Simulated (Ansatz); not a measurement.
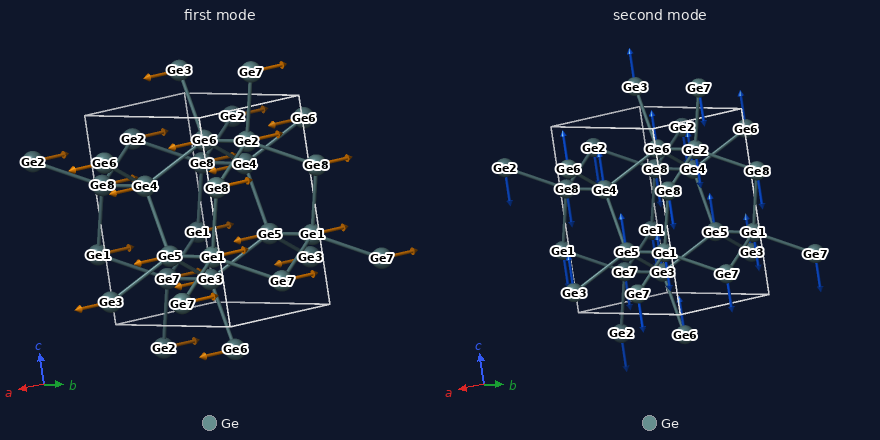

The system is Ge (P6_3/mmc, No. 194; 8 atoms in the cell); the picture shows the reference structure; its two panels give the patterns of the first and the second mode as arrows. The energy is mapped over two normal modes frozen in (zone-centre modes of the 8-atom cell of this scan, which folds in the wave vector (0, 1/2, 0) of the primitive cell). First axis: amplitude of mode 4 (51 cm⁻¹), largest displacement. Second axis: amplitude of mode 5 (51 cm⁻¹), largest displacement. Nothing is relaxed (the cell and all other modes fixed). The grid has 9 × 9 points; 25 points were computed and 56 follow by symmetry. Points are written as (first, second). Energies: eV per cell, counted from the lowest grid point. The lowest point has no gap; 48 points of the grid have one on the k-mesh. Method: Ansatz, DFT PBEsol, scalar-relativistic, plane waves, PAW. Settings: cutoff 420 eV, k-mesh 10×6×6 in the order of the run's cell vectors, gaussian smearing 0.15 eV, no spin polarisation.

Its coordinates:

```xyz
8
Lattice="-3.9969 0.0000 0.0000 0.0000 0.0000 -6.5963 0.0000 -6.9229 0.0000" Properties=species:S:1:pos:R:3 pbc="T T T"
Ge    0.0000   -2.3076   -6.1813
Ge   -1.9985   -5.7691   -6.1813
Ge   -1.9985   -1.1538   -2.8832
Ge   -3.9969   -4.6153   -2.8832
Ge    0.0000   -2.3076   -3.7132
Ge   -1.9985   -5.7691   -3.7132
Ge   -1.9985   -1.1538   -0.4150
Ge   -3.9969   -4.6153   -0.4150
```

Range: amplitude of mode 4 (51 cm⁻¹), largest displacement from −0.330 to 0.330 Å; amplitude of mode 5 (51 cm⁻¹), largest displacement from −0.330 to 0.330 Å.

**What will the energy surface look like?**

The lowest grid point is at (0.000 Å, 0.000 Å). It is the only kind of minimum in the scanned range. The highest grid point, (−0.330 Å, −0.330 Å), lies 0.782 eV above the lowest.

| second ↓, first → | −0.330 | −0.247 | −0.165 | −0.083 | 0.000 | 0.083 | 0.165 | 0.247 | 0.330 |
| --- | --- | --- | --- | --- | --- | --- | --- | --- | --- |
| 0.330 | 0.782 | 0.599 | 0.469 | 0.392 | 0.367 | 0.392 | 0.469 | 0.599 | 0.782 |
| 0.247 | 0.599 | 0.417 | 0.291 | 0.218 | 0.195 | 0.218 | 0.291 | 0.417 | 0.599 |
| 0.165 | 0.468 | 0.291 | 0.171 | 0.103 | 0.081 | 0.103 | 0.171 | 0.291 | 0.468 |
| 0.083 | 0.391 | 0.217 | 0.103 | 0.039 | 0.019 | 0.039 | 0.103 | 0.217 | 0.391 |
| 0.000 | 0.366 | 0.194 | 0.081 | 0.019 | 0.000 | 0.019 | 0.081 | 0.194 | 0.366 |
| −0.083 | 0.391 | 0.217 | 0.103 | 0.039 | 0.019 | 0.039 | 0.103 | 0.217 | 0.391 |
| −0.165 | 0.468 | 0.291 | 0.171 | 0.103 | 0.081 | 0.103 | 0.171 | 0.291 | 0.468 |
| −0.247 | 0.599 | 0.417 | 0.291 | 0.218 | 0.195 | 0.218 | 0.291 | 0.417 | 0.599 |
| −0.330 | 0.782 | 0.599 | 0.469 | 0.392 | 0.367 | 0.392 | 0.469 | 0.599 | 0.782 |

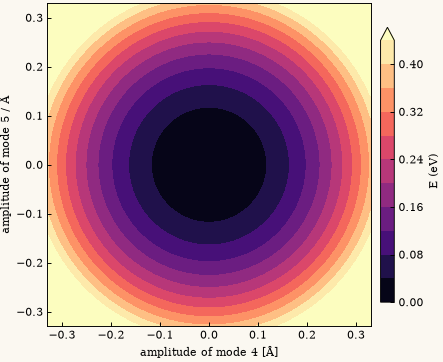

Drawn: filled contours, one colour for all values above the top of the scale. Between grid points the surface is interpolated.

Each point was launched as `ansatz run input.yaml --threads 4 --pin off --max-ram 8192MiB --backend cpu --events-out ev --progress --plain --runs-dir out`. The whole map (25 points run) took 22 min on 4 threads of Arm Neoverse V1, on a shared host.

PAW datasets: the set soft_1.
